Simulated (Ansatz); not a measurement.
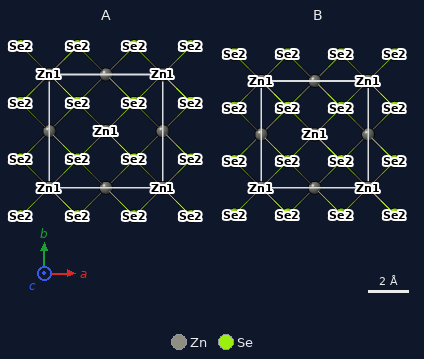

Two geometries of crystalline ZnSe (built on the zincblende type), drawn at one scale. One is the start of a relaxation, the other its converged end. The picture is a ball-and-stick view of the conventional cell (4 times the calculation's cell), seen along the c axis. Lengths and directions refer to the drawn axes.

These are results of Ansatz, DFT, PBE, plane waves, PAW, not measurements. Settings: plane-wave cutoff 420 eV; k-point mesh 8 × 8 × 8; occupations fermi dirac; smearing width 0.02 eV; no spin polarisation; cell and atoms relaxed; force threshold 0.005 eV/Å.

**Which of the two is the end point?**

Structure A is the relaxed one. After 4 accepted moves (5 points after the start) the energy has fallen by 155 meV per atom. All forces vanish by symmetry, so only the cell relaxes. The pressure goes from 15.17 to 0.02 GPa. The SCF was repeated once at an unchanged geometry on a basis and grid sized afresh for the cell, which shifted the energy by 1.6 meV per atom at most. No atom moves by more than 0.005 Å relative to the cell. The drawn cell changes as follows: a = b = c 5.402 → 5.732 Å (+6.1 %); the volume changes by +19.5 %. Near-neighbour distances that change, for instance: Zn1–Se2 2.339 → 2.482 Å. The space group stays F-43m (No. 216). Cost: 2.7 s on 4 threads of AMD EPYC 9R14 (Zen 4), on a shared host, peak memory 0.45 GiB.
